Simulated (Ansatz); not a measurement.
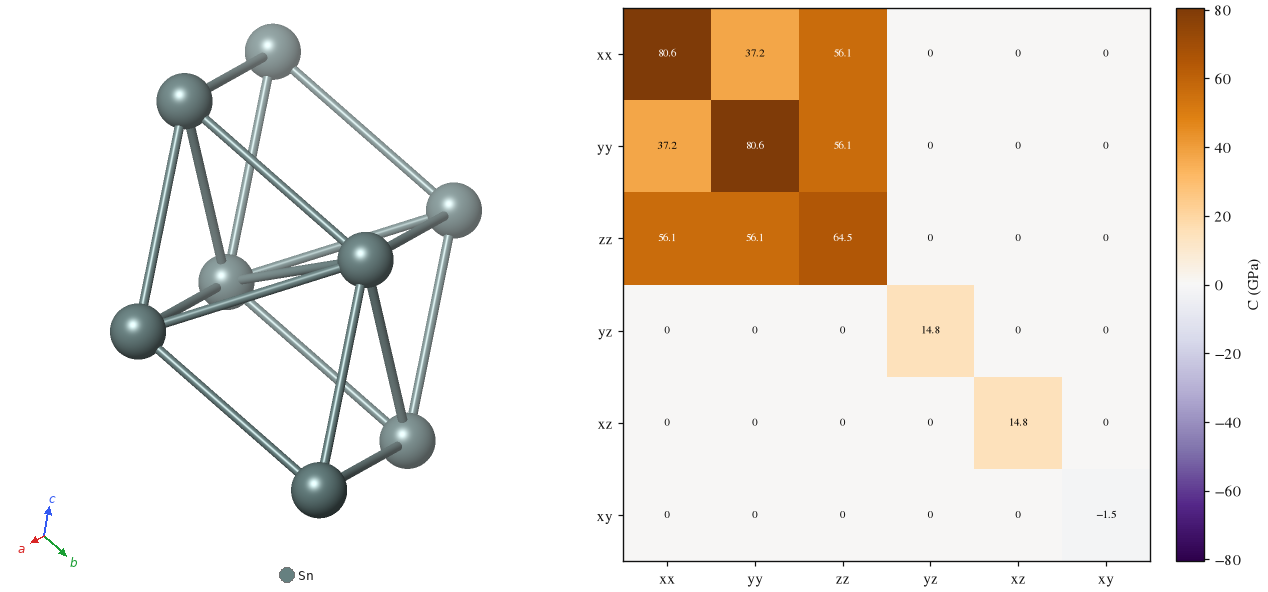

Figure. Stiffness matrix in Voigt order for Sn, space group I4/mmm (No. 139). The cell is drawn beside the plot.

Its least eigenvalue is close to zero (−1.5 GPa), so the crystal is at the edge of mechanical stability.

Computed with Ansatz 0.2.0: elastic stress-strain coefficients at zero temperature from small strains of the given cell, Voigt order xx yy zz yz xz xy, Cartesian axes of the cell vectors; plane waves with PAW datasets, Γ-centred k mesh. Level: LDA, no spin polarisation.

- wave cutoff: 420 eV
- k mesh: 20×20×20
- occupations: Fermi–Dirac
- smearing width: 0.15 eV
- ions: relaxed
- strain amplitude: 0.005

Structure:
```xyz
1
Lattice="-1.6313 1.6313 2.4290 1.6313 -1.6313 2.4290 1.6313 1.6313 -2.4290" Properties=species:S:1:pos:R:3 pbc="T T T"
Sn    0.0000    0.0000    0.0000
```

Limits of the calculation: metal sensitive to the k mesh.
